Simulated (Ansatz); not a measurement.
**Be15Te16 (cell with a defect): density, localisation and related maps**

Input

```
crystal:
  lattice:
    - [5.6059105095, 5.6059105095, 5.6059105095]
    - [-5.6059105095, 5.6059105095, -5.6059105095]
    - [-5.6059105095, -5.6059105095, 5.6059105095]
  atoms:
    - { symbol: Be, position: [0.5, 0.5000159862, -0.0020525799] }
    - { symbol: Be, position: [0.7479474201, 0.5000159862, 0.75] }
    - { symbol: Be, position: [0.5, 0.25, 0.25] }
    - { symbol: Be, position: [0.7499840138, 0.2479314339, -1.59862e-05] }
    - { symbol: Be, position: [0.0, 0.25, 0.75] }
    - { symbol: Be, position: [0.5, -0.0020525799, 0.5000159862] }
    - { symbol: Be, position: [0.7499840138, -1.59862e-05, 0.2479314339] }
    - { symbol: Be, position: [-0.0020685661, -1.59862e-05, -1.59862e-05] }
    - { symbol: Be, position: [0.2500159862, -0.0020525799, 0.75] }
    - { symbol: Be, position: [0.7479474201, 0.75, 0.5000159862] }
    - { symbol: Be, position: [0.0, 0.75, 0.25] }
    - { symbol: Be, position: [0.2500159862, 0.75, -0.0020525799] }
    - { symbol: Be, position: [0.0020685661, 0.5020525799, 0.5020525799] }
    - { symbol: Be, position: [0.2520525799, 0.5020525799, 0.2520685661] }
    - { symbol: Be, position: [0.2520525799, 0.2520685661, 0.5020525799] }
    - { symbol: Te, position: [0.7476716505, -0.0023283495, -0.0023283495], spin: 0.5 }
    - { symbol: Te, position: [0.7495028975, 0.75, 0.2491118888] }
    - { symbol: Te, position: [-0.0008881112, 0.75, -0.0004971025] }
    - { symbol: Te, position: [0.7496089913, 0.5004971025, 0.5004971025] }
    - { symbol: Te, position: [0.0008881112, 0.5003910087, 0.2508881112] }
    - { symbol: Te, position: [0.2504971025, 0.5004971025, -0.0003910087] }
    - { symbol: Te, position: [0.7495028975, 0.2491118888, 0.75] }
    - { symbol: Te, position: [0.0008881112, 0.2508881112, 0.5003910087] }
    - { symbol: Te, position: [0.2503910087, 0.2508881112, 0.2508881112] }
    - { symbol: Te, position: [0.5, 0.2491118888, -0.0004971025] }
    - { symbol: Te, position: [-0.0008881112, -0.0004971025, 0.75] }
    - { symbol: Te, position: [0.2504971025, -0.0003910087, 0.5004971025] }
    - { symbol: Te, position: [0.5, -0.0004971025, 0.2491118888] }
    - { symbol: Te, position: [0.2523283495, 0.75, 0.75], spin: 0.5 }
    - { symbol: Te, position: [0.5, 0.75, 0.5023283495], spin: 0.5 }
    - { symbol: Te, position: [0.5, 0.5023283495, 0.75], spin: 0.5 }
  host:
    lattice:
      - [0.0, 2.8029552548, 2.8029552548]
      - [2.8029552548, 0.0, 2.8029552548]
      - [2.8029552548, 2.8029552548, 0.0]
    atoms:
      - { symbol: Be, position: [0.0, 0.0, 0.0] }
      - { symbol: Te, position: [0.75, 0.75, 0.75] }
basis:
  ecutwfc: 420
  xc_grid: 2
kpoints:
  mp_grid: { grid: [2, 2, 2], shift: [0.5, 0.5, 0.5] }
hamiltonian:
  xc: pbesol
scf:
  occupations: { method: gaussian, width: 0.01 }
output:
  forces: true
  stress: false
  eigenvalues: true
  populations: true
  charged_corrections:
    defect_position: [0.5, 0.75, 0.75]
    epsilon: [[8.5625, 0.0, 0.0], [0.0, 8.5625, 0.0], [0.0, 0.0, 8.5625]]
  write_density: true
  write_potential: true
  elf: true
  volumetric_format: npy
magnetization:
  spin_polarized: true
relax:
  adjacent_minimum: "off"
  f_tol: 0.025
  max_steps: 45
```

Run with:

```sh
ansatz run input.yaml --threads 4 --pin off --max-ram 6144MiB --backend cpu --events-out ev --progress --plain --runs-dir out
```

The fields are those of the relaxed geometry.

Spin-polarised.

Level of theory: DFT PBEsol, scalar-relativistic, plane waves, PAW (Ansatz).

Core electrons are frozen (PAW), and the valence fields are smoothed inside the atomic spheres.

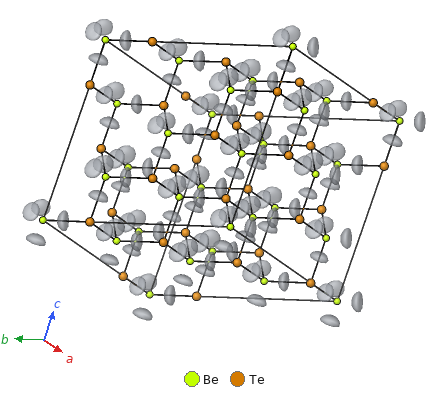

Figure 1. Isosurface of the ELF at 0.8 (grey), seen at an oblique angle. Only the valence region is drawn (cores and ρ < 0.01 e/Å³ removed). Sticks mark near contacts.

> Where are the electrons localised?

At this value the surface marks out 60 regions between bonded Be–Te atoms, counted in one cell of 31 atoms. Any copies at cell faces, edges or corners count once. Along the contacts the grid gives the following. Be–Te (2.42 Å): the ELF peaks at about 0.90 between the atoms.

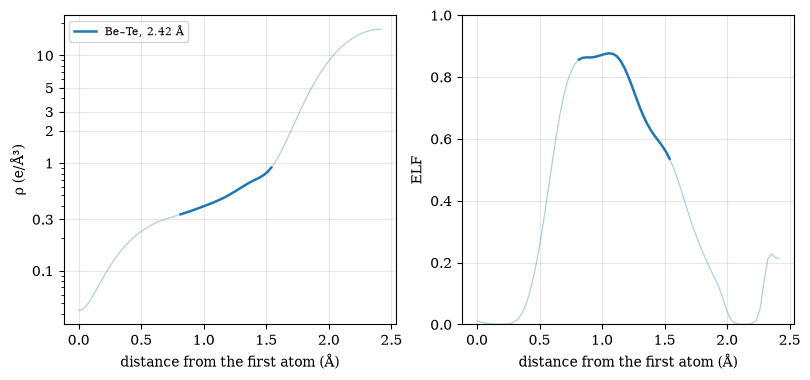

Figure 2. Valence charge density (pseudo) and ELF along straight lines between neighbouring atoms. Thin, pale parts lie inside the atomic spheres.

> What can be read from the curves?

Be–Te (2.42 Å): ρ at the midpoint is about 0.51 e/Å³; the ELF peaks at about 0.90 between the atoms.

> Metal or insulator at this level of theory?

It is metallic or semimetallic at this level of theory: no gap opens.
